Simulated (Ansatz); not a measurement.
# Preparing GaN (P6_3mc) as a host crystal, part 3 of 3

Aim: the runs on the perfect crystal GaN (P6_3mc) that a defect calculation needs first.

Ansatz 0.2.0; plane-wave PAW DFT, r2SCAN; single point of the host's primitive cell on a dense mesh; PAW set soft_1 (the session's first sound run).

So far: The starting structure; Primitive cell on a dense mesh; Self-consistent run; Defect free supercell relaxed from its symmetric sites.

## (5) Defect free supercell relaxed from displaced atoms

This step: plane-wave PAW DFT, r2SCAN; relaxation of the defect-free supercell from random displacements, a test of the host's stability; PAW set soft_1 (Ansatz 0.2.0).

Contents of pristine.rattled/input.yaml:

```yaml
crystal:
  lattice:
    - [9.4065703697, 0.0, 0.0]
    - [-4.7032851849, 8.1463289027, 0.0]
    - [0.0, 0.0, 10.2121482808]
  atoms:
    - { symbol: Ga, position: [0.2222222222, 0.1111111111, 0.249553118] }
    - { symbol: Ga, position: [0.1111111111, 0.2222222222, 0.499553118] }
    - { symbol: "N", position: [0.2222222222, 0.1111111111, 0.437946882] }
    - { symbol: "N", position: [0.1111111111, 0.2222222222, 0.187946882] }
    - { symbol: Ga, position: [0.2222222222, 0.1111111111, 0.749553118] }
    - { symbol: Ga, position: [0.1111111111, 0.2222222222, 0.999553118] }
    - { symbol: "N", position: [0.2222222222, 0.1111111111, 0.937946882] }
    - { symbol: "N", position: [0.1111111111, 0.2222222222, 0.687946882] }
    - { symbol: Ga, position: [0.2222222222, 0.4444444444, 0.249553118] }
    - { symbol: Ga, position: [0.1111111111, 0.5555555556, 0.499553118] }
    - { symbol: "N", position: [0.2222222222, 0.4444444444, 0.437946882] }
    - { symbol: "N", position: [0.1111111111, 0.5555555556, 0.187946882] }
    - { symbol: Ga, position: [0.2222222222, 0.4444444444, 0.749553118] }
    - { symbol: Ga, position: [0.1111111111, 0.5555555556, 0.999553118] }
    - { symbol: "N", position: [0.2222222222, 0.4444444444, 0.937946882] }
    - { symbol: "N", position: [0.1111111111, 0.5555555556, 0.687946882] }
    - { symbol: Ga, position: [0.2222222222, 0.7777777778, 0.249553118] }
    - { symbol: Ga, position: [0.1111111111, 0.8888888889, 0.499553118] }
    - { symbol: "N", position: [0.2222222222, 0.7777777778, 0.437946882] }
    - { symbol: "N", position: [0.1111111111, 0.8888888889, 0.187946882] }
    - { symbol: Ga, position: [0.2222222222, 0.7777777778, 0.749553118] }
    - { symbol: Ga, position: [0.1111111111, 0.8888888889, 0.999553118] }
    - { symbol: "N", position: [0.2222222222, 0.7777777778, 0.937946882] }
    - { symbol: "N", position: [0.1111111111, 0.8888888889, 0.687946882] }
    - { symbol: Ga, position: [0.5555555556, 0.1111111111, 0.249553118] }
    - { symbol: Ga, position: [0.4444444444, 0.2222222222, 0.499553118] }
    - { symbol: "N", position: [0.5555555556, 0.1111111111, 0.437946882] }
    - { symbol: "N", position: [0.4444444444, 0.2222222222, 0.187946882] }
    - { symbol: Ga, position: [0.5555555556, 0.1111111111, 0.749553118] }
    - { symbol: Ga, position: [0.4444444444, 0.2222222222, 0.999553118] }
    - { symbol: "N", position: [0.5555555556, 0.1111111111, 0.937946882] }
    - { symbol: "N", position: [0.4444444444, 0.2222222222, 0.687946882] }
    - { symbol: Ga, position: [0.5555555556, 0.4444444444, 0.249553118] }
    - { symbol: Ga, position: [0.4444444444, 0.5555555556, 0.499553118] }
    - { symbol: "N", position: [0.5555555556, 0.4444444444, 0.437946882] }
    - { symbol: "N", position: [0.4444444444, 0.5555555556, 0.187946882] }
    - { symbol: Ga, position: [0.5555555556, 0.4444444444, 0.749553118] }
    - { symbol: Ga, position: [0.4444444444, 0.5555555556, 0.999553118] }
    - { symbol: "N", position: [0.5555555556, 0.4444444444, 0.937946882] }
    - { symbol: "N", position: [0.4444444444, 0.5555555556, 0.687946882] }
    - { symbol: Ga, position: [0.5555555556, 0.7777777778, 0.249553118] }
    - { symbol: Ga, position: [0.4444444444, 0.8888888889, 0.499553118] }
    - { symbol: "N", position: [0.5555555556, 0.7777777778, 0.437946882] }
    - { symbol: "N", position: [0.4444444444, 0.8888888889, 0.187946882] }
    - { symbol: Ga, position: [0.5555555556, 0.7777777778, 0.749553118] }
    - { symbol: Ga, position: [0.4444444444, 0.8888888889, 0.999553118] }
    - { symbol: "N", position: [0.5555555556, 0.7777777778, 0.937946882] }
    - { symbol: "N", position: [0.4444444444, 0.8888888889, 0.687946882] }
    - { symbol: Ga, position: [0.8888888889, 0.1111111111, 0.249553118] }
    - { symbol: Ga, position: [0.7777777778, 0.2222222222, 0.499553118] }
    - { symbol: "N", position: [0.8888888889, 0.1111111111, 0.437946882] }
    - { symbol: "N", position: [0.7777777778, 0.2222222222, 0.187946882] }
    - { symbol: Ga, position: [0.8888888889, 0.1111111111, 0.749553118] }
    - { symbol: Ga, position: [0.7777777778, 0.2222222222, 0.999553118] }
    - { symbol: "N", position: [0.8888888889, 0.1111111111, 0.937946882] }
    - { symbol: "N", position: [0.7777777778, 0.2222222222, 0.687946882] }
    - { symbol: Ga, position: [0.8888888889, 0.4444444444, 0.249553118] }
    - { symbol: Ga, position: [0.7777777778, 0.5555555556, 0.499553118] }
    - { symbol: "N", position: [0.8888888889, 0.4444444444, 0.437946882] }
    - { symbol: "N", position: [0.7777777778, 0.5555555556, 0.187946882] }
    - { symbol: Ga, position: [0.8888888889, 0.4444444444, 0.749553118] }
    - { symbol: Ga, position: [0.7777777778, 0.5555555556, 0.999553118] }
    - { symbol: "N", position: [0.8888888889, 0.4444444444, 0.937946882] }
    - { symbol: "N", position: [0.7777777778, 0.5555555556, 0.687946882] }
    - { symbol: Ga, position: [0.8888888889, 0.7777777778, 0.249553118] }
    - { symbol: Ga, position: [0.7777777778, 0.8888888889, 0.499553118] }
    - { symbol: "N", position: [0.8888888889, 0.7777777778, 0.437946882] }
    - { symbol: "N", position: [0.7777777778, 0.8888888889, 0.187946882] }
    - { symbol: Ga, position: [0.8888888889, 0.7777777778, 0.749553118] }
    - { symbol: Ga, position: [0.7777777778, 0.8888888889, 0.999553118] }
    - { symbol: "N", position: [0.8888888889, 0.7777777778, 0.937946882] }
    - { symbol: "N", position: [0.7777777778, 0.8888888889, 0.687946882] }
basis:
  ecutwfc: 500
  xc_grid: 2
hamiltonian:
  xc: r2scan
  pseudopotentials: { kind: paw, azcp: { folder: soft_1 } }
kpoints:
  mp_grid: { grid: [1, 1, 1], shift: [0.25, 0.25, 0.25] }
scf:
  occupations: { method: fermi_dirac, width: 0.01 }
  max_iter: 80
output:
  forces: true
relax:
  f_tol: 0.01
  max_steps: 120
  random_displacement: { amplitude: 0.08, seed: 7935 }
checkpoint:
  write: "../pristine.rattled.run"
  compress: false
  write_wavefunctions: false
  write_every: 100000
```

Run with:

```console
> ansatz run input.yaml --threads 8 --pin off --max-ram 15073MiB --backend cpu --events-out ev --progress --plain --runs-dir out
```

Numbers of over 12 decimals in the logs are rounded to 6 here.

The program printed:

```text
[...]
Crystal: 72 atoms, lattice volume = 782.547 Å³
Basis set: ecut = 500 eV, 19861 PW (Γ), exchange–correlation on 144×144×150 points (8 copies of the dense FFT grid, shifted against one another)
Bands: 396, of which v1, the nominal top of the filled ones, is band 324 counted from 1 (323 counted from 0)
Symmetry: 1 space group operations
k-points: 1
[...]
SCF iter   1: F=—  HF=-150364.337903 eV  |F-HF|=—  |Δ(HF+E_count)|=         —  Δρ=1.22e-1  dr2=9.56e1  dr2_τ=1.18e1  ethr=3.10e-3  ⟨swp⟩=6.0  Hψ=1373  notcnv=0
[...]
SCF iter  10: F=-150345.604658 eV  HF=-150345.604659 eV  |F-HF|=2.12e-7  |Δ(HF+E_count)|=   3.17e-8  Δρ=8.01e-6  dr2=3.58e-7  dr2_τ=2.69e-8  ethr=3.86e-10  ⟨swp⟩=4.0  Hψ=1032  notcnv=0
SCF 1 converged in 10 iterations: F = -150345.604658 eV  dr2 = 3.58e-7
[...]
relax step   1: F+E_penalty+E_count = -150345.60465849 eV  Δ(F+E_penalty+E_count) = +0.000e0 eV  max|allowed force component| = 3.503e0 eV/Å  Δτ_max = 0.0000 Å  (10 SCF iters, dr2 threshold 2.50e-6 eV, accepted)
[... the SCF cycles and remarks between the steps are left out from here to the last step ...]
relax step   2: F+E_penalty+E_count = -150349.30043437 eV  Δ(F+E_penalty+E_count) = -3.696e0 eV  max|allowed force component| = 1.733e0 eV/Å  Δτ_max = 0.0769 Å  (7 SCF iters, dr2 threshold 1.00e-4 eV, accepted)
relax step   3: F+E_penalty+E_count = -150350.64641079 eV  Δ(F+E_penalty+E_count) = -1.346e0 eV  max|allowed force component| = 2.182e-2 eV/Å  Δτ_max = 0.0634 Å  (6 SCF iters, dr2 threshold 1.00e-4 eV, accepted)
relax step   4: F+E_penalty+E_count = -150350.64643788 eV  Δ(F+E_penalty+E_count) = -2.710e-5 eV  max|allowed force component| = 2.204e-2 eV/Å  Δτ_max = 0.0000 Å  (5 SCF iters, accepted)
relax step   5: F+E_penalty+E_count = -150350.64427413 eV  Δ(F+E_penalty+E_count) = +2.164e-3 eV  max|allowed force component| = 2.276e-2 eV/Å  Δτ_max = 0.0054 Å  (7 SCF iters, rejected (line search))
SCF iter   1: F=—  HF=-150350.642633 eV  |F-HF|=—  |Δ(HF+E_count)|=         —  Δρ=1.44e-3  dr2=5.20e-3  dr2_τ=1.70e-2  ethr=7.90e-6  ⟨swp⟩=3.0  Hψ=776  notcnv=0  defer=45
[...]
SCF iter   6: F=-150350.646782 eV  HF=-150350.646782 eV  |F-HF|=2.74e-8  |Δ(HF+E_count)|=   4.10e-7  Δρ=3.87e-6  dr2=7.10e-8  dr2_τ=3.25e-9  ethr=1.54e-11  ⟨swp⟩=2.0  Hψ=1357  notcnv=0
SCF 6 converged in 6 iterations: F = -150350.646782 eV  dr2 = 7.10e-8
relax step   6: F+E_penalty+E_count = -150350.64678195 eV  Δ(F+E_penalty+E_count) = -3.441e-4 eV  max|allowed force component| = 5.939e-3 eV/Å  Δτ_max = 0.0026 Å  (6 SCF iters, accepted)
[...]
SCF iter   2: F=-150350.646782 eV  HF=-150350.646782 eV  |F-HF|=2.89e-8  |Δ(HF+E_count)|=   3.87e-8  Δρ=2.32e-6  dr2=2.49e-8  dr2_τ=6.93e-10  ethr=1.10e-11  ⟨swp⟩=3.0  Hψ=1048  notcnv=0
SCF 7 converged in 2 iterations: F = -150350.646782 eV  dr2 = 2.49e-8
SCF converged after 2 iterations
Free energy (F): -150350.646782 eV
[...]
Internal energy: -150350.646782 eV  (E = F + TS)
E sigma→0 (E₀):  -150350.646782 eV
Fermi energy:    12.066855 eV
[...]
--- Forces (eV/Å), atoms counted from 1 ---
  atom   1  Ga     0.00042209    -0.00121817     0.00249079
  atom   2  Ga    -0.00206902     0.00047694    -0.00191165
  atom   3  N     -0.00158782     0.00032984    -0.00104171
  atom   4  N      0.00003309     0.00217048     0.00052674
  atom   5  Ga    -0.00228208     0.00193418     0.00153071
  atom   6  Ga    -0.00098629    -0.00109839    -0.00092116
  atom   7  N     -0.00010091     0.00097078    -0.00068978
  atom   8  N      0.00021439    -0.00009138     0.00042119
  atom   9  Ga    -0.00076040     0.00074655     0.00075428
  atom  10  Ga    -0.00294555    -0.00230667    -0.00381127
  atom  11  N     -0.00109411     0.00160587     0.00174752
  atom  12  N      0.00060986    -0.00086975     0.00078927
  atom  13  Ga    -0.00071646     0.00325590    -0.00289542
  atom  14  Ga     0.00037479    -0.00163022     0.00039879
  atom  15  N     -0.00048324    -0.00013113     0.00187722
  atom  16  N      0.00378011    -0.00339623    -0.00020817
  atom  17  Ga     0.00145509    -0.00030179     0.00060173
  atom  18  Ga    -0.00040380     0.00061575    -0.00158730
  atom  19  N      0.00111177    -0.00129685    -0.00135379
  atom  20  N     -0.00064915     0.00017609    -0.00074350
  atom  21  Ga    -0.00119017     0.00034902    -0.00093634
  atom  22  Ga     0.00081803    -0.00270737     0.00294620
  atom  23  N     -0.00502847     0.00227400    -0.00179735
  atom  24  N      0.00031248    -0.00087450    -0.00052244
  atom  25  Ga     0.00110419     0.00034067     0.00366113
  atom  26  Ga     0.00034542     0.00094920    -0.00106291
  atom  27  N     -0.00069796     0.00192007    -0.00044246
  atom  28  N      0.00225672    -0.00096154     0.00018608
  atom  29  Ga     0.00014444     0.00048278    -0.00111840
  atom  30  Ga     0.00215231     0.00060523     0.00207395
  atom  31  N     -0.00075126     0.00037949     0.00121948
  atom  32  N      0.00363817    -0.00072813    -0.00118799
  atom  33  Ga     0.00103331     0.00072218     0.00119560
  atom  34  Ga    -0.00002575    -0.00324105    -0.00054572
  atom  35  N      0.00077824    -0.00106134    -0.00091839
  atom  36  N     -0.00020127     0.00004575    -0.00149904
  atom  37  Ga    -0.00040388     0.00116351    -0.00122219
  atom  38  Ga    -0.00075449    -0.00209557     0.00050853
  atom  39  N     -0.00237379     0.00069688    -0.00140059
  atom  40  N     -0.00161607     0.00018479    -0.00137885
[...]
atom  61  Ga     0.00359264     0.00031859     0.00007663
  atom  62  Ga     0.00129593     0.00062570     0.00118989
  atom  63  N     -0.00060471    -0.00118621    -0.00088419
  atom  64  N     -0.00366210     0.00074838     0.00174900
  atom  65  Ga    -0.00059355     0.00172761     0.00295092
  atom  66  Ga    -0.00039502     0.00146230    -0.00242492
  atom  67  N      0.00027076    -0.00021645    -0.00052167
  atom  68  N      0.00061657    -0.00166831    -0.00141004
  atom  69  Ga    -0.00036484     0.00031304     0.00020619
  atom  70  Ga    -0.00116705    -0.00008322     0.00204154
  atom  71  N      0.00095343    -0.00332523    -0.00015560
  atom  72  N      0.00069406    -0.00089031    -0.00249915
  max |Σ_I F_I| component: 5.61e-3 eV/Å
--- Relaxed structure (6 steps of the walk, 5 accepted, 0 SCFs on fresh bases) ---
  F+E_penalty+E_count = -150350.64678195 eV   max|allowed force component| = 5.939e-3 eV/Å
  atoms:
    - { symbol: Ga, position: [0.222942, 0.110612, 0.248941] }
    - { symbol: Ga, position: [0.111443, 0.222121, 0.498955] }
    - { symbol: N, position: [0.222540, 0.111006, 0.437302] }
    - { symbol: N, position: [0.111823, 0.221696, 0.187290] }
    - { symbol: Ga, position: [0.222938, 0.110599, 0.748935] }
    - { symbol: Ga, position: [0.111446, 0.222148, 0.998952] }
    - { symbol: N, position: [0.222523, 0.111018, 0.937287] }
    - { symbol: N, position: [0.111818, 0.221703, 0.687296] }
    - { symbol: Ga, position: [0.222939, 0.443940, 0.248946] }
    - { symbol: Ga, position: [0.111476, 0.555488, 0.498984] }
    - { symbol: N, position: [0.222534, 0.444337, 0.437296] }
    - { symbol: N, position: [0.111823, 0.555047, 0.187300] }
    - { symbol: Ga, position: [0.222928, 0.443925, 0.748970] }
    - { symbol: Ga, position: [0.111440, 0.555479, 0.998959] }
    - { symbol: N, position: [0.222539, 0.444358, 0.937304] }
    - { symbol: N, position: [0.111819, 0.555061, 0.687322] }
    - { symbol: Ga, position: [0.222932, 0.777284, 0.248958] }
    - { symbol: Ga, position: [0.111432, 0.888791, 0.498962] }
    - { symbol: N, position: [0.222543, 0.777700, 0.437317] }
    - { symbol: N, position: [0.111824, 0.888375, 0.187287] }
    - { symbol: Ga, position: [0.222945, 0.777283, 0.748973] }
    - { symbol: Ga, position: [0.111448, 0.888821, 0.998931] }
    - { symbol: N, position: [0.222550, 0.777679, 0.937315] }
    - { symbol: N, position: [0.111819, 0.888371, 0.687307] }
    - { symbol: Ga, position: [0.556273, 0.110620, 0.248914] }
    - { symbol: Ga, position: [0.444776, 0.222141, 0.498950] }
    - { symbol: N, position: [0.555869, 0.111020, 0.437286] }
    - { symbol: N, position: [0.445144, 0.221721, 0.187280] }
    - { symbol: Ga, position: [0.556270, 0.110641, 0.748953] }
    - { symbol: Ga, position: [0.444748, 0.222142, 0.998932] }
    - { symbol: N, position: [0.555866, 0.111036, 0.937290] }
    - { symbol: N, position: [0.445141, 0.221730, 0.687302] }
    - { symbol: Ga, position: [0.556271, 0.443949, 0.248947] }
    - { symbol: Ga, position: [0.444777, 0.555493, 0.498960] }
    - { symbol: N, position: [0.555867, 0.444369, 0.437306] }
    - { symbol: N, position: [0.445158, 0.555047, 0.187301] }
    - { symbol: Ga, position: [0.556283, 0.443959, 0.748959] }
    - { symbol: Ga, position: [0.444788, 0.555499, 0.998951] }
    - { symbol: N, position: [0.555874, 0.444361, 0.937305] }
    - { symbol: N, position: [0.445157, 0.555046, 0.687311] }
    - { symbol: Ga, position: [0.556265, 0.777280, 0.248952] }
    - { symbol: Ga, position: [0.444792, 0.888826, 0.498968] }
    - { symbol: N, position: [0.555868, 0.777693, 0.437300] }
    - { symbol: N, position: [0.445143, 0.888373, 0.187289] }
    - { symbol: Ga, position: [0.556261, 0.777288, 0.748938] }
    - { symbol: Ga, position: [0.444780, 0.888826, 0.998929] }
    - { symbol: N, position: [0.555854, 0.777695, 0.937284] }
    - { symbol: N, position: [0.445146, 0.888411, 0.687312] }
    - { symbol: Ga, position: [0.889621, 0.110606, 0.248939] }
    - { symbol: Ga, position: [0.778099, 0.222129, 0.498974] }
    - { symbol: N, position: [0.889188, 0.111005, 0.437304] }
    - { symbol: N, position: [0.778506, 0.221713, 0.187279] }
    - { symbol: Ga, position: [0.889607, 0.110610, 0.748947] }
    - { symbol: Ga, position: [0.778106, 0.222125, 0.998929] }
    - { symbol: N, position: [0.889204, 0.111005, 0.937293] }
    - { symbol: N, position: [0.778483, 0.221716, 0.687297] }
    - { symbol: Ga, position: [0.889605, 0.443933, 0.248961] }
    - { symbol: Ga, position: [0.778115, 0.555484, 0.498957] }
    - { symbol: N, position: [0.889217, 0.444367, 0.437318] }
    - { symbol: N, position: [0.778485, 0.555027, 0.187276] }
    - { symbol: Ga, position: [0.889591, 0.443950, 0.748955] }
    - { symbol: Ga, position: [0.778104, 0.555474, 0.998938] }
    - { symbol: N, position: [0.889206, 0.444360, 0.937302] }
    - { symbol: N, position: [0.778504, 0.555046, 0.687293] }
    - { symbol: Ga, position: [0.889600, 0.777261, 0.248922] }
    - { symbol: Ga, position: [0.778103, 0.888791, 0.498966] }
    - { symbol: N, position: [0.889199, 0.777689, 0.437291] }
    - { symbol: N, position: [0.778483, 0.888375, 0.187293] }
    - { symbol: Ga, position: [0.889606, 0.777280, 0.748952] }
    - { symbol: Ga, position: [0.778097, 0.888801, 0.998939] }
    - { symbol: N, position: [0.889204, 0.777708, 0.937298] }
    - { symbol: N, position: [0.778482, 0.888376, 0.687313] }
```

It took 75 s on 8 threads of Arm Neoverse V2, shared host; peak memory 2.4 GiB.

Step by step:

```tsv
step	energy less that of the first step (eV)	largest force component (eV/Å)
1	0.0000	3.5031
2	-3.6958	1.7328
3	-5.0418	0.0218
4	-5.0418	0.0220
5	-5.0396	0.0228
6	-5.0421	0.0059
```

Relaxation step 5 was tried and not accepted.

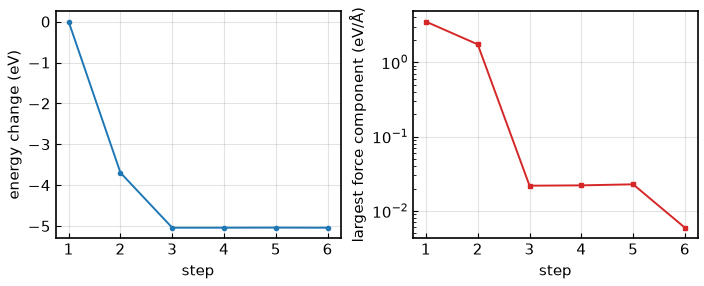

Energy and largest force along the relaxation.

The relaxation ends 70 meV an atom lower than the displaced start, with a largest force component of 0.0059 eV/Å.

## (6) Summary of results

| Property | Result |
| --- | --- |
| supercell relaxed in its symmetry less the displaced and relaxed one | 0.000 eV |
| energy an atom at one point at (¼, ¼, ¼) less that on the dense mesh | -0.023 eV |

In words: Step 5: The energy fell by 5.042 eV from the randomly displaced start; the atoms end within 0.005 Å of the sites as typed, once the mean shift is taken out. The displaced cell ends within 0.01 eV of the symmetric one relaxed in its symmetry, so no lower structure shows in this supercell. All at zero temperature.

[Logs are printed without paths, hosts, clocks, repeated set-up lines and the standing remarks that a program may print on its own settings, such as how far it seeks lower states.]

[Hosts, paths, dates, database ids (printed as entryN), source tags and the programs' standing remarks are cut or masked in the printed files.]

[Runs of the host that timed out are not shown.]

[For some hosts the program warned that the k-mesh of the response run may be too coarse for force constants and the static dielectric constant; such warnings are not always shown.]

[The program warned that the k-mesh of a response run behind this text may be too coarse: force constants, and the static dielectric constant and all else formed from them, are not shown converged.]
